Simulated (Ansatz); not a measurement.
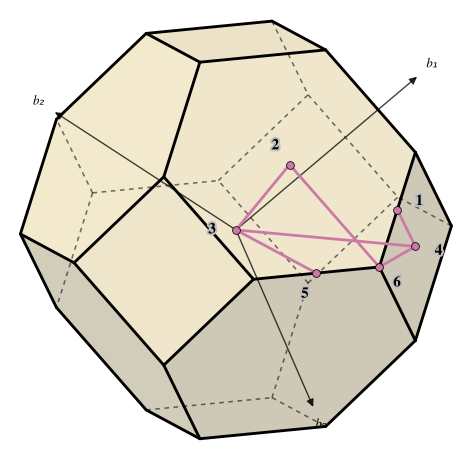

Crystal: Si, coordinates from a relaxation with DFT PBEsol, scalar-relativistic, plane waves, PAW (Ansatz). The first Brillouin zone of a face-centred cubic lattice (cF; extended symbol cF2) is drawn with its special points numbered. Symmetry computed with spglib at a tolerance of 0.002 Å; standard conventional cell.

a = 5.434 Å, b = 5.434 Å, c = 5.434 Å, α = 90.00°, β = 90.00°, γ = 90.00°.

Labels and path follow the convention of Hinuma et al. (2017), as computed by seekpath; the arrows show the directions of the reciprocal primitive vectors b₁, b₂, b₃, in which coordinates are given.

> Give the label and coordinates of each numbered point.

| no. | label | coordinates |
| --- | --- | --- |
| 1 | U | (5/8, 1/4, 5/8) |
| 2 | L | (1/2, 1/2, 1/2) |
| 3 | Γ | (0, 0, 0) |
| 4 | X | (1/2, 0, 1/2) |
| 5 | K | (3/8, 3/8, 3/4) |
| 6 | W | (1/2, 1/4, 3/4) |
